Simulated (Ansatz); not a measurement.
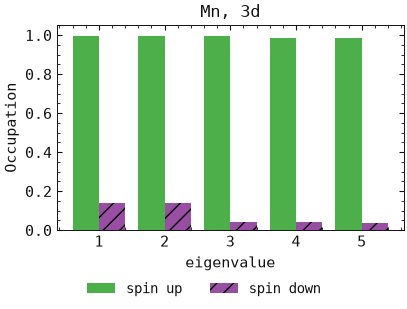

Eigenvalues of the local occupation matrix of the d shell (Löwdin-orthogonalised atomic projectors).

System: MnS, space group Fm-3m, 4 atoms in the cell, MnS type.

Space group Fm-3m (No. 225). a = 5.224 Å, b = 5.224 Å, c = 5.224 Å, α = 90.00°, β = 90.00°, γ = 90.00°
```csv
atom,site,symmetry,x,y,z
Mn,4a,m-3m,0.0000,0.0000,0.0000
S,4b,m-3m,0.0000,0.0000,0.5000
```

Ansatz 0.2.0; DFT LDA+U, scalar-relativistic, plane waves, PAW, Ueff = 1 eV on Mn atom 1 d; Ueff = 1 eV on Mn atom 3 d, spin-polarised, 6×6×6 k mesh, Gaussian smearing of 0.05 eV.

What configuration do these occupations show?

Counting eigenvalues over 0.6 as filled, Mn has 5 filled d states (d⁵), 5 up and 0 down, high spin; the eigenvalues sum to 5.4. The small eigenvalues come from mixing with neighbours' orbitals.

Start of the run: total moment locked. Such runs often end in metastable states, so this need not be the lowest one. Moments were held by a constraint, so this isn't a free state. The cell is at −6 GPa in this functional.
